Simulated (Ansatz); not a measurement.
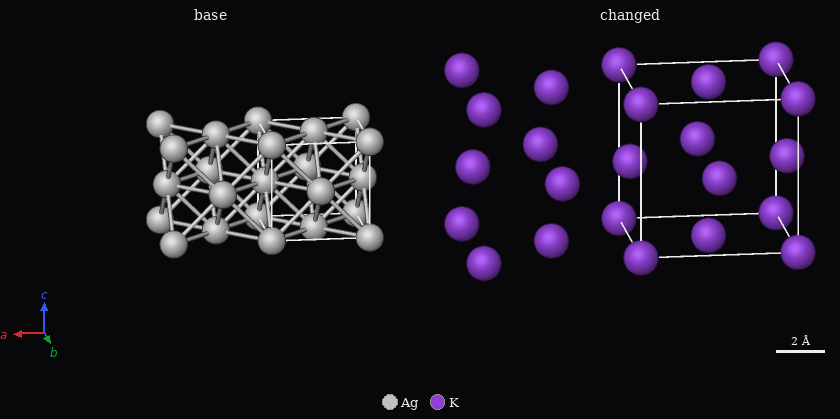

Left: solid Ag (set up in Fm-3m). Right: the same structure after one change, at the same scale. The picture is a ball-and-stick view of the conventional cell (4 times the calculation's cell), repeated 2 × 1 × 1 with one cell outlined, seen from a free direction. Lengths and directions refer to the drawn axes.

The calculation used DFT PBE, scalar-relativistic, plane waves, PAW (Ansatz). (plane-wave cutoff 420 eV; occupations gaussian; smearing width 0.1 eV; no spin polarisation) The k-mesh is chosen for each cell (18×18×18, 12×12×12).

### Which change leads from the left to the right?

Every silver atom is replaced by potassium, which gives K. Cell and atoms are relaxed again (to zero pressure within 0.1 GPa, forces under 0.01 eV/Å).

### What does the change do?

The volume per atom goes from 17.84 to 73.44 Å³. The volume changes by +311.8 %, with a = b = c 4.147 → 6.648 Å (+60.3 %). The space group stays Fm-3m (No. 225).
